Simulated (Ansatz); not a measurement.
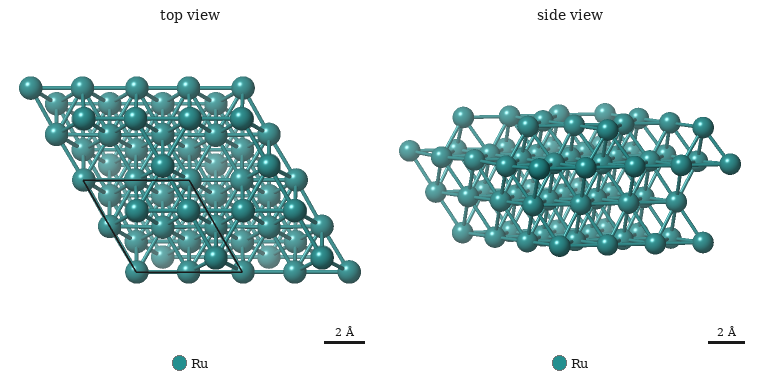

Ru(111) (Fm-3m bulk, 4 atomic planes (those closer than 0.6 Å count as one), 6 Å) with one Ru vacancy in a 2 × 2 cell, seen from above and from the side.

The calculation used DFT PBE, scalar-relativistic, plane waves, PAW in Ansatz. Cutoff 420 eV, 12 × 12 k-points, Gaussian smearing 0.1 eV, dipole correction. The slab is a cut without reconstruction beyond its cell, at the source's lattice constants, with its lower half held fixed and the rest relaxed. The defects repeat every 5.4 Å and interact, so states at the Fermi level and the work function belong to this dense array. This isn't the element's usual hcp form. No spin polarisation. The run warns that the functional's potential is rough in the thin density of the vacuum, where the tip is; weak contrasts and barriers may feel it.

Tersoff–Hamann simulation (s-wave tip); biases are sample biases. Bias windows are sharp sums over the levels of the k mesh.

Input

```yaml
crystal:
  lattice:
    - [5.41643794, 0.0, 0.0]
    - [-2.70821898, 4.69077286, 0.0]
    - [0.0, 0.0, 23.6337548251]
  atoms:
    - { symbol: Ru, position: [0.3333333337, 0.1666666669, 0.3596550807] }
    - { symbol: Ru, position: [0.3333333337, 0.6666666662, 0.3596550807] }
    - { symbol: Ru, position: [0.8333333344, 0.1666666675, 0.3596550807] }
    - { symbol: Ru, position: [0.8333333344, 0.6666666669, 0.3596550807] }
    - { symbol: Ru, position: [0.1666666669, 0.3333333331, 0.4532183637] }
    - { symbol: Ru, position: [0.1666666669, 0.8333333325, 0.4532183637] }
    - { symbol: Ru, position: [0.6666666675, 0.3333333337, 0.4532183637] }
    - { symbol: Ru, position: [0.6666666675, 0.8333333331, 0.4532183637] }
    - { symbol: Ru, position: [0.0084833699, 0.0042416849, 0.5477480985] }
    - { symbol: Ru, position: [0.0, 0.4999999994, 0.5438903999] }
    - { symbol: Ru, position: [0.4957583157, 0.0042416855, 0.5477480985] }
    - { symbol: Ru, position: [0.4957583157, 0.4915166301, 0.5477480985] }
    - { symbol: Ru, position: [0.3439834011, 0.6719916999, 0.6321871582] }
    - { symbol: Ru, position: [0.8280083007, 0.1560166001, 0.6321871582] }
    - { symbol: Ru, position: [0.8280083007, 0.6719917005, 0.6321871582] }
basis:
  ecutwfc: 420.0
  fft_grid_basis: typed
kpoints:
  mp_grid: { grid: [12, 12, 1] }
hamiltonian:
  xc: pbe
  pseudopotentials: { kind: paw }
scf:
  occupations: { method: gaussian, width: 0.1 }
output:
  forces: true
  eigenvalues: true
  band_densities:
    - { e_range: [-2.0, -1.0] }
    - { e_range: [-1.0, -0.5] }
    - { e_range: [-0.5, -0.25] }
    - { e_range: [-0.25, 0.0] }
    - { e_range: [0.0, 0.25] }
    - { e_range: [0.25, 0.5] }
    - { e_range: [0.5, 1.0] }
    - { e_range: [1.0, 1.5] }
  band_residual_tolerance: 1.0e-05
  write_potential: true
  elf: true
  write_density: true
  volumetric_format: npy
efield:
  axis: 3
  dipole_correction: true
  ramp_width: 0.04
checkpoint:
  read: start.run
  write: ck
  compress: false
  write_wavefunctions: false
  write_every: 100000
```

Run with:

```sh
ansatz run input.yaml --threads 4 --pin off --max-ram 8847MiB --backend cpu --events-out ev --progress --plain --runs-dir out
```

Cost without the relaxation before it: 2.9 min on 4 threads of Arm Neoverse V1 (shared host), peak memory 2.9 GiB.

Question: Describe the constant-height image 3.0 Å above the topmost atom at a sample bias of −2.00 V.

Answer: The brightest spots lie over points 1.4 Å to the side of the top Ru atoms, with weaker maxima over the sites above the Ru atoms 2.1 Å below the top plane away from the vacancy; the darkest points are over the vacancy. The brightest point carries 3.9 times the current of the darkest.

Question: Describe the constant-height image 4.0 Å above the topmost atom at a sample bias of +1.50 V.

Answer: The brightest spots lie over the sites above the Ru atoms 2.1 Å below the top plane away from the vacancy; the darkest points are over the vacancy. The brightest point carries 1.8 times the current of the darkest.

The computed images, with the atoms seen from above drawn over one corner (deeper ones smaller):

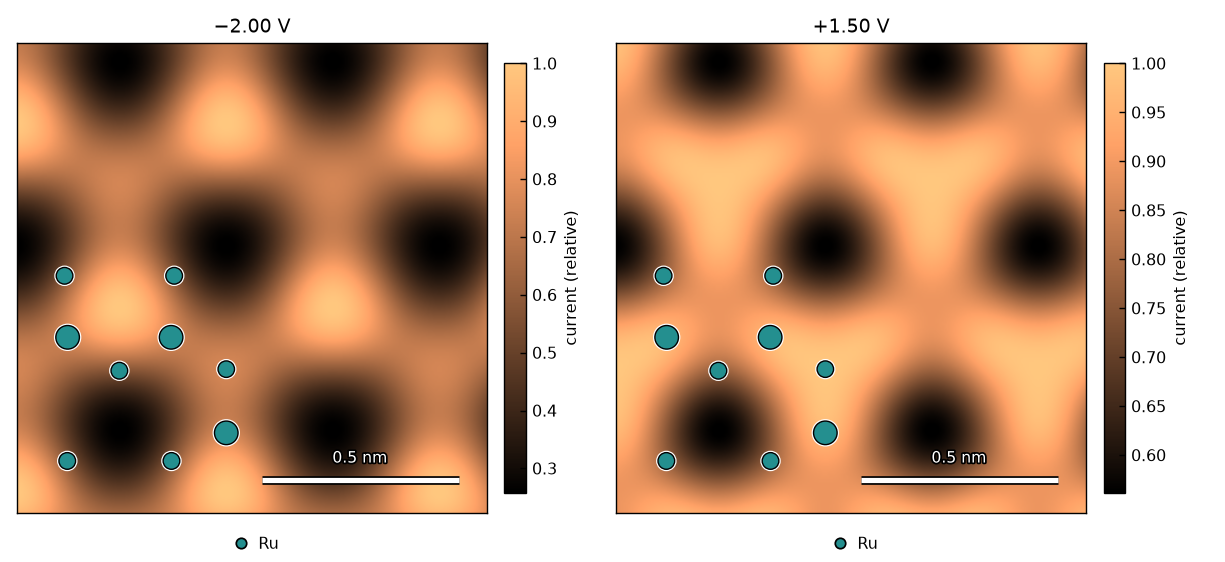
